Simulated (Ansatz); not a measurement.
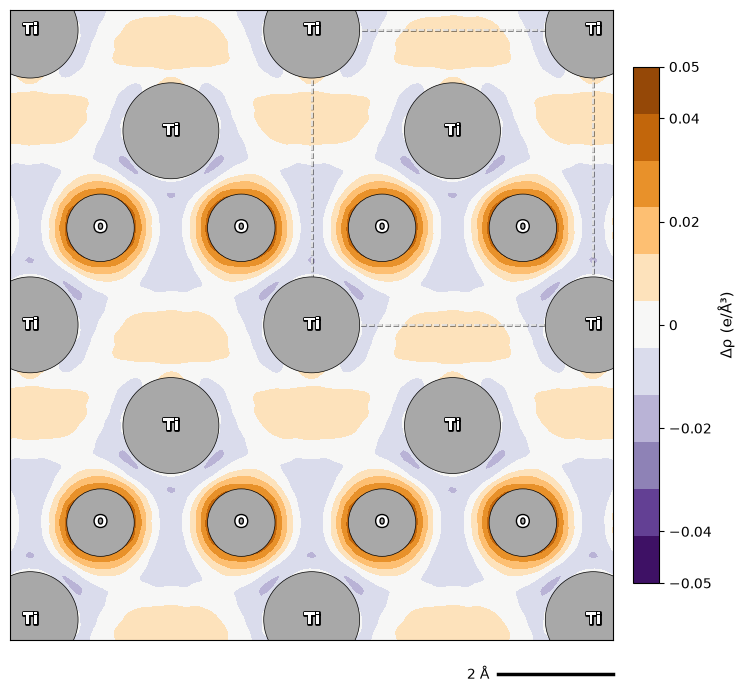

Ti$_{3}$O. Difference of the valence pseudo-densities of two functionals at the same geometry, on the (11̄0) plane of the calculation cell: r2SCAN less PBEsol.

Space group P6₃/mcm; a structure generated by program, which may or may not match a known phase; computed without spin polarisation.

Both computed with Ansatz (plane waves, PAW), on the same k-point mesh. Grey discs cover the atomic cores.

```yaml
crystal:
  lattice:
    - [5.13050, 0.00000, 0.00000]
    - [-2.56525, 4.44314, 0.00000]
    - [0.00000, 0.00000, 4.90075]
  atoms:
    - { symbol: Ti, position: [0.00000, 0.67080, 0.75000] }
    - { symbol: Ti, position: [0.00000, 0.32920, 0.25000] }
    - { symbol: Ti, position: [0.67080, 0.00000, 0.75000] }
    - { symbol: Ti, position: [0.67080, 0.67080, 0.25000] }
    - { symbol: Ti, position: [0.32920, 0.32920, 0.75000] }
    - { symbol: Ti, position: [0.32920, 0.00000, 0.25000] }
    - { symbol: O, position: [0.00000, 0.00000, 0.50000] }
    - { symbol: O, position: [0.00000, 0.00000, 0.00000] }
```

What does the difference map show?

Against PBEsol, r2SCAN gives less density around Ti (−0.006 e/Å³ on average at 1.1 Å from the nucleus), more density around O (+0.019 e/Å³ on average at 0.7 Å from the nucleus), more density in the space between the atoms (+0.005 e/Å³ on average) and a change of −0.011 e/Å³ at the midpoint of Ti–O.
